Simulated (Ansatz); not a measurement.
# Zn: a Zn atom hops into a vacancy

Aim: the barrier for Zn14 to jump 2.71 Å into the empty Zn site beside it, in a 3×3×1 supercell of Zn with one Zn atom removed. The band relaxes its own ends first.

The COD entry's cell or inner coordinates are ideal or old and differ from later refinements, so a difference from it is no clean test against experiment.

Method: DFT PBE, plane waves, PAW, scalar-relativistic, no spin polarisation, in Ansatz 0.2.0.

## Step 1: Starting point

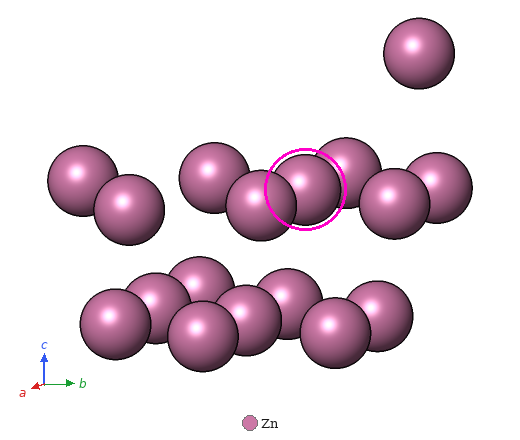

The starting structure, seen slightly off an axis (zinc pink). Each atom of the cell is drawn once, at one copy chosen for all pictures, so bonds across the cell's faces may be missing. Ringed: Zn14.

The empty site lies at (5.37, 1.54, 1.22) Å, and Zn14 starts at (4.02, 3.89, 1.24) Å. All atoms were shaken by about 0.02 Å to break the symmetry.

Its coordinates follow in the input file.

## Step 2: Nudged elastic band

crystal.atoms is the first end and neb.final_atoms the second, which differs in Zn14 alone.

Input file input.yaml:

```yaml
crystal:
  lattice:
    - [8.05541472, 8.7e-07, 0.0]
    - [-4.02770811, 6.97619335, 0.0]
    - [0.0, 0.0, 4.984578]
  atoms:
    - { symbol: Zn, position: [0.10951852, 0.22124789, 0.24460767] }
    - { symbol: Zn, position: [0.226028, 0.11303201, 0.750696] }
    - { symbol: Zn, position: [0.11279776, 0.55495046, 0.24902111] }
    - { symbol: Zn, position: [0.2230795, 0.44374671, 0.74893847] }
    - { symbol: Zn, position: [0.1052279, 0.88842602, 0.24169624] }
    - { symbol: Zn, position: [0.21952141, 0.7763214, 0.747999] }
    - { symbol: Zn, position: [0.44486986, 0.22167854, 0.24656723] }
    - { symbol: Zn, position: [0.55606322, 0.10984284, 0.74832897] }
    - { symbol: Zn, position: [0.44338388, 0.55246007, 0.25249378] }
    - { symbol: Zn, position: [0.55664462, 0.44152116, 0.75220284] }
    - { symbol: Zn, position: [0.44661743, 0.89111326, 0.24815389] }
    - { symbol: Zn, position: [0.55985689, 0.77405668, 0.74643657] }
    - { symbol: Zn, position: [0.889235, 0.11576411, 0.74705151] }
    - { symbol: Zn, position: [0.77805219, 0.55809879, 0.24868129] }
    - { symbol: Zn, position: [0.88808286, 0.4446348, 0.7488182] }
    - { symbol: Zn, position: [0.77937065, 0.88965544, 0.24337167] }
    - { symbol: Zn, position: [0.88813841, 0.77536013, 0.752815] }
kpoints:
  mp_grid: { grid: [2, 2, 3] }
magnetization:
  spin_polarized: false
scf:
  occupations: { method: cold, width: 0.15 }
hamiltonian:
  pseudopotentials: { kind: paw }
  xc: pbe
basis:
  ecutwfc: 420
neb:
  images: 5
  relax_end_points: true
  climbing: true
  f_tol: 0.1
  max_iterations: 40
  order_check: false
  final_atoms:
    - { symbol: Zn, position: [0.10951852, 0.22124789, 0.24460767] }
    - { symbol: Zn, position: [0.226028, 0.11303201, 0.750696] }
    - { symbol: Zn, position: [0.11279776, 0.55495046, 0.24902111] }
    - { symbol: Zn, position: [0.2230795, 0.44374671, 0.74893847] }
    - { symbol: Zn, position: [0.1052279, 0.88842602, 0.24169624] }
    - { symbol: Zn, position: [0.21952141, 0.7763214, 0.747999] }
    - { symbol: Zn, position: [0.44486986, 0.22167854, 0.24656723] }
    - { symbol: Zn, position: [0.55606322, 0.10984284, 0.74832897] }
    - { symbol: Zn, position: [0.44338388, 0.55246007, 0.25249378] }
    - { symbol: Zn, position: [0.55664462, 0.44152116, 0.75220284] }
    - { symbol: Zn, position: [0.44661743, 0.89111326, 0.24815389] }
    - { symbol: Zn, position: [0.55985689, 0.77405668, 0.74643657] }
    - { symbol: Zn, position: [0.889235, 0.11576411, 0.74705151] }
    - { symbol: Zn, position: [0.77699251, 0.22085847, 0.24431891] }
    - { symbol: Zn, position: [0.88808286, 0.4446348, 0.7488182] }
    - { symbol: Zn, position: [0.77937065, 0.88965544, 0.24337167] }
    - { symbol: Zn, position: [0.88813841, 0.77536013, 0.752815] }
```

The run is started by

```console
> ansatz run input.yaml --threads 4 --pin off --max-ram 8192MiB --backend cpu --events-out ev --progress --plain --runs-dir out
```

Log, cut to the lines that bear on the results:

```text
Warning: neb: disabling space-group detection — the band's intermediate images generally break the endpoint symmetry, so no spatial operation reduces the k-mesh or symmetrises the density, except that a semilocal band can use its path's symmetry ahead of convergence; time reversal is [...]
Warning: RAYON_NUM_THREADS=4 ignored (pool sized by the plan → 4); use --threads N
[...]
Pseudopotentials: kind: paw
Pseudopotential: Zn, paw, valence charge 12, recommended cutoff 420 eV (normal), Zn.paw.azcp
Functional definition: PBE
[...]
parallel-image band execution: 4 concurrent image workers
NEB image 0
Crystal: 17 atoms, lattice volume = 280.114 Å³
Basis set: ecut = 420 eV, 5531 PW (Γ), exchange–correlation on 108×108×72 points (8 copies of the dense FFT grid, shifted against one another)
Bands: 123, of which v1, the nominal top of the filled ones, is band 102 counted from 1 (101 counted from 0)
Symmetry: 1 space group operations
k-points: 8 of 12 (time reversal used)
[...]
SCF iter   1: F=—  HF=-56423.387132 eV  |F-HF|=—  |Δ(HF+E_count)|=         —  Δρ=2.17e-3  dr2=3.52e-2  ethr=1.77e-3  ⟨swp⟩=7.5  Hψ=4376  notcnv=0  defer=22
[...]
NSCF: frozen V_eff on 8 k-points
NEB image 6
[...]
NSCF: frozen V_eff on 8 k-points
NEB end point (image 0): max|allowed force component| = 3.095e-1 eV/Å (the criterion of neb.relax_end_points is 2.000e-2)
NEB end point (image 6): max|allowed force component| = 3.298e-1 eV/Å (the criterion of neb.relax_end_points is 2.000e-2)
NEB image 0, for its relaxation
[...]
NEB image 0, for its relaxation
[...]
SCF iter   7: F=-56423.445662 eV  HF=-56423.445662 eV  |F-HF|=1.50e-9  |Δ(HF+E_count)|=   1.71e-8  S|Δr|=    0.00e0  Δρ=2.33e-6  dr2=1.12e-8  ethr=4.90e-11  ⟨swp⟩=5.2  Hψ=4154  notcnv=0
[...]
NEB image 0, for its relaxation
```

## Step 3: The log goes on

Output, continued, cut to the lines that bear on the results:

```text
SCF iter   1: F=—  HF=-56423.465077 eV  |F-HF|=—  |Δ(HF+E_count)|=         —  Δρ=8.88e-4  dr2=1.59e-3  ethr=7.80e-6  ⟨swp⟩=7.0  Hψ=3832  notcnv=0  defer=14
[...]
NEB image 0
[...]
NSCF: frozen V_eff on 8 k-points
NEB end point (image 0): relaxed in 17 SCF iterations, 0.085824 eV lower, largest move of an atom 0.083 Å; not tested for a saddle point
NEB image 6, for its relaxation
[...]
NEB image 6, for its relaxation
[...]
NEB image 6, for its relaxation
[...]
NEB image 6
[...]
NSCF: frozen V_eff on 8 k-points
NEB end point (image 6): relaxed in 16 SCF iterations, 0.069814 eV lower, largest move of an atom 0.072 Å; not tested for a saddle point
NEB image 1
[...]
NEB image 2
[...]
NEB image 3
SCF iter   1: F=—  HF=-56422.758715 eV  |F-HF|=—  |Δ(HF+E_count)|=         —  Δρ=2.43e-3  dr2=5.03e-2  ethr=1.77e-3  ⟨swp⟩=8.1  Hψ=4253  notcnv=0  defer=18
[...]
```

## Step 4: The output, continued

The log, continued, cut to the lines that bear on the results:

```text
SCF iter   2: F=—  HF=-56422.753552 eV  |F-HF|=—  |Δ(HF+E_count)|=   5.16e-3  S|Δr|=    0.00e0  Δρ=1.58e-3  dr2=1.82e-2  ethr=2.47e-5  ⟨swp⟩=2.4  Hψ=1819  notcnv=0  defer=18
[...]
NEB image 4
[...]
NEB image 5
[...]
SCF iter  11: F=-56423.280058 eV  HF=-56423.280058 eV  |F-HF|=3.03e-8  |Δ(HF+E_count)|=   7.79e-8  S|Δr|=    0.00e0  Δρ=2.32e-6  dr2=2.74e-8  ethr=4.90e-11  ⟨swp⟩=5.0  Hψ=4036  notcnv=0
[...]
NEB iter   1: max|band force component| = 1.340e0 eV/Å  barrier→ = 0.7162 eV  barrier← = 0.7162 eV  Δτ_max = 0.1276 Å  (74 SCF iters)
[...]
NEB iter   3: max|band force component| = 2.549e-1 eV/Å  barrier→ = 0.3798 eV  barrier← = 0.3798 eV  CI = image 3  Δτ_max = 0.0561 Å  (43 SCF iters)
[...]
NEB iter   4: max|band force component| = 7.494e-2 eV/Å  barrier→ = 0.3637 eV  barrier← = 0.3637 eV  CI = image 3  Δτ_max = 0.0000 Å  (34 SCF iters)
SCF converged after 8 iterations
[...]
    - { symbol: Zn, position: [0.4090036018154677, 0.20394515788003048, 0.24808748075155077] }
    - { symbol: Zn, position: [0.5665584222904588, 0.11703917206731079, 0.747971435668781] }
    - { symbol: Zn, position: [0.4572292177772771, 0.5529313913907451, 0.24836192399542692] }
    - { symbol: Zn, position: [0.5665599508631612, 0.448380814520959, 0.7490467461618577] }
    - { symbol: Zn, position: [0.4572154527545189, 0.9031659745231759, 0.24770971989331372] }
    - { symbol: Zn, position: [0.5654873347349556, 0.7821757123441818, 0.7478480315658551] }
    - { symbol: Zn, position: [0.8909801155983375, 0.11409584806678354, 0.7471300128764226] }
    - { symbol: Zn, position: [0.7631087715302587, 0.38099439956738945, 0.24721900461333174] }
    - { symbol: Zn, position: [0.8984105092094988, 0.44863070162025337, 0.7471078461673535] }
    - { symbol: Zn, position: [0.7768697411835161, 0.8878680778282587, 0.247828927630176] }
    - { symbol: Zn, position: [0.8909821372995044, 0.775731333074167, 0.7492756092782485] }
```

Wall time 5.8 min (4 threads of Arm Neoverse V1, shared host); peak memory 2 GiB.

## Step 5: The band, image by image

Images 0 and 6 are the ends. Energies count from image 0; the path length is the program's own measure over all atoms.

| image | path (Å) | energy (eV) | Zn14 x y z (Å) | band force (eV/Å) |
| --- | --- | --- | --- | --- |
| 0 | 0.000 | 0.0000 | 4.07 3.83 1.24 | - |
| 1 | 0.455 | 0.0887 | 4.21 3.47 1.23 | 0.014 |
| 2 | 0.910 | 0.2695 | 4.40 3.07 1.23 | 0.052 |
| 3* | 1.365 | 0.3637 | 4.61 2.66 1.23 | 0.075 |
| 4 | 1.819 | 0.2697 | 4.86 2.27 1.23 | 0.044 |
| 5 | 2.274 | 0.0891 | 5.11 1.90 1.23 | 0.011 |
| 6 | 2.728 | 0.0000 | 5.35 1.60 1.23 | - |

The star marks the climbing image.

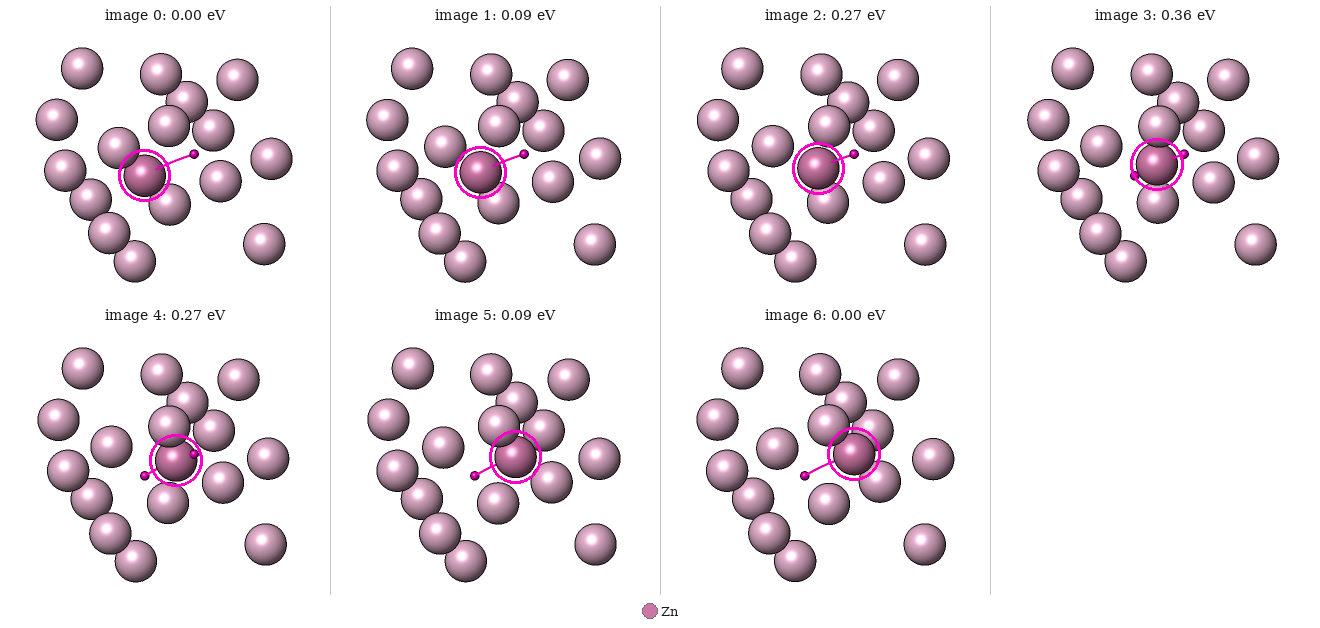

Snapshots along the band, viewed from a free direction. Ringed: Zn14. The magenta line is the track of the ringed atom over the whole band, with dots at its ends. Each atom of the cell is drawn once, at one copy chosen for all pictures, so bonds across the cell's faces may be missing; the others are paled.

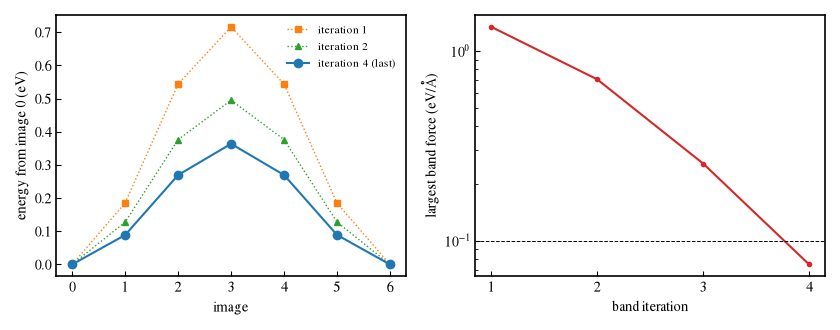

Left: energy of each image for early iterations and the last one (lines only join the points; early values far above the last band run off the scale). Right: the largest band force by iteration, with the threshold dashed.

How the highest energy settled:

```csv
iteration,highest image above image 0 (eV),largest band force (eV/Å)
1,0.7162,1.340
2,0.4952,0.708
3,0.3798,0.255
4,0.3637,0.075
```

The band as a trajectory file:

```xyz
17
Lattice="8.055 0.000 0.000 -4.028 6.976 0.000 0.000 0.000 4.985" Properties=species:S:1:pos:R:3 pbc="T T T" image=0 dE=0.0000
Zn   -0.058    1.539    1.235
Zn    1.347    0.779    3.730
Zn   -1.378    3.828    1.237
Zn   -0.017    3.086    3.731
Zn   -2.683    6.200    1.236
Zn   -1.332    5.419    3.727
Zn    2.748    1.538    1.238
Zn    4.059    0.788    3.728
Zn    1.345    3.873    1.241
Zn    2.709    3.086    3.735
Zn    0.025    6.256    1.235
Zn    1.347    5.445    3.727
Zn    6.689    0.789    3.719
Zn    4.070    3.827    1.239
Zn    5.374    3.066    3.726
Zn    2.667    6.256    1.235
Zn    4.026    5.420    3.735
17
Lattice="8.055 0.000 0.000 -4.028 6.976 0.000 0.000 0.000 4.985" Properties=species:S:1:pos:R:3 pbc="T T T" image=1 dE=0.0887
Zn   -0.108    1.525    1.235
Zn    1.350    0.796    3.729
Zn   -1.292    3.862    1.236
Zn    0.011    3.116    3.731
Zn   -2.746    6.089    1.239
Zn   -1.320    5.443    3.729
Zn    2.610    1.443    1.237
Zn    4.072    0.813    3.729
Zn    1.419    3.858    1.238
Zn    2.730    3.115    3.731
Zn    0.031    6.267    1.236
Zn    1.371    5.469    3.729
Zn    6.703    0.808    3.724
Zn    4.209    3.471    1.235
Zn    5.405    3.088    3.725
Zn    2.678    6.208    1.236
Zn    4.039    5.432    3.734
17
Lattice="8.055 0.000 0.000 -4.028 6.976 0.000 0.000 0.000 4.985" Properties=species:S:1:pos:R:3 pbc="T T T" image=2 dE=0.2695
Zn   -0.149    1.534    1.235
Zn    1.358    0.794    3.729
Zn   -1.256    3.896    1.236
Zn    0.025    3.119    3.730
Zn   -2.774    6.049    1.239
Zn   -1.313    5.447    3.728
Zn    2.522    1.409    1.237
Zn    4.082    0.819    3.729
Zn    1.455    3.858    1.238
Zn    2.748    3.128    3.732
Zn    0.038    6.287    1.235
Zn    1.391    5.466    3.728
Zn    6.711    0.806    3.724
Zn    4.396    3.065    1.233
Zn    5.426    3.107    3.725
Zn    2.682    6.200    1.236
Zn    4.045    5.426    3.735
17
Lattice="8.055 0.000 0.000 -4.028 6.976 0.000 0.000 0.000 4.985" Properties=species:S:1:pos:R:3 pbc="T T T" image=3 dE=0.3637
Zn   -0.174    1.539    1.234
Zn    1.367    0.784    3.728
Zn   -1.256    3.920    1.235
Zn    0.036    3.114    3.730
Zn   -2.778    6.048    1.239
Zn   -1.308    5.442    3.728
Zn    2.473    1.423    1.237
Zn    4.092    0.816    3.728
Zn    1.456    3.857    1.238
Zn    2.758    3.128    3.734
Zn    0.045    6.301    1.235
Zn    1.405    5.457    3.728
Zn    6.718    0.796    3.724
Zn    4.613    2.658    1.232
Zn    5.430    3.130    3.724
Zn    2.682    6.194    1.235
Zn    4.053    5.412    3.735
17
Lattice="8.055 0.000 0.000 -4.028 6.976 0.000 0.000 0.000 4.985" Properties=species:S:1:pos:R:3 pbc="T T T" image=4 dE=0.2697
Zn   -0.172    1.541    1.234
Zn    1.371    0.771    3.728
Zn   -1.277    3.932    1.235
Zn    0.037    3.108    3.729
Zn   -2.769    6.073    1.238
Zn   -1.309    5.430    3.727
Zn    2.486    1.471    1.237
Zn    4.088    0.808    3.727
Zn    1.440    3.857    1.238
Zn    2.755    3.118    3.735
Zn    0.045    6.300    1.234
Zn    1.407    5.440    3.727
Zn    6.726    0.782    3.725
Zn    4.857    2.266    1.232
Zn    5.409    3.138    3.724
Zn    2.687    6.191    1.235
Zn    4.058    5.401    3.735
17
Lattice="8.055 0.000 0.000 -4.028 6.976 0.000 0.000 0.000 4.985" Properties=species:S:1:pos:R:3 pbc="T T T" image=5 dE=0.0891
Zn   -0.124    1.545    1.234
Zn    1.369    0.763    3.728
Zn   -1.325    3.918    1.234
Zn    0.031    3.103    3.729
Zn   -2.757    6.112    1.238
Zn   -1.319    5.420    3.727
Zn    2.558    1.531    1.237
Zn    4.067    0.799    3.727
Zn    1.419    3.862    1.237
Zn    2.745    3.112    3.735
Zn    0.027    6.268    1.234
Zn    1.399    5.421    3.726
Zn    6.728    0.774    3.725
Zn    5.114    1.902    1.232
Zn    5.381    3.129    3.724
Zn    2.692    6.183    1.235
Zn    4.055    5.393    3.735
17
Lattice="8.055 0.000 0.000 -4.028 6.976 0.000 0.000 0.000 4.985" Properties=species:S:1:pos:R:3 pbc="T T T" image=6 dE=0.0000
Zn    0.003    1.546    1.234
Zn    1.353    0.768    3.729
Zn   -1.398    3.863    1.234
Zn    0.004    3.104    3.727
Zn   -2.720    6.150    1.236
Zn   -1.359    5.411    3.724
Zn    2.711    1.602    1.238
Zn    4.032    0.793    3.727
Zn    1.406    3.862    1.237
Zn    2.717    3.112    3.736
Zn    0.004    6.197    1.232
Zn    1.367    5.410    3.721
Zn    6.710    0.768    3.726
Zn    5.352    1.603    1.234
Zn    5.346    3.113    3.723
Zn    2.727    6.150    1.236
Zn    4.031    5.390    3.736
```

## Step 6: What came out

```
                    quantity                                                                   value
      relaxation of the ends  0.086 eV lower, moves up to 0.08 Å; 0.070 eV lower, moves up to 0.07 Å
            barrier forwards                                                                 0.36 eV
           barrier backwards                                                                 0.36 eV
second end relative to first                                                                0.000 eV
               highest image                                                   3 of 0 to 6, climbing
             band iterations                                                                       4
```

**Reading.** The barrier from the first end is 0.36 eV, 14 times kT at 300 K; with a typical attempt rate of 10^13 per second that is roughly 10^7 events a second. The ends differ by 1 meV at most. The input switches the test of curvatures off, so the top was not shown to be a first-order saddle. The top still moved by 16 meV in the last iteration, which bounds the digits to trust. In 17 atoms the vacancy feels its images, and neither cell size nor mesh was tested. The k-mesh is coarse for this cell.
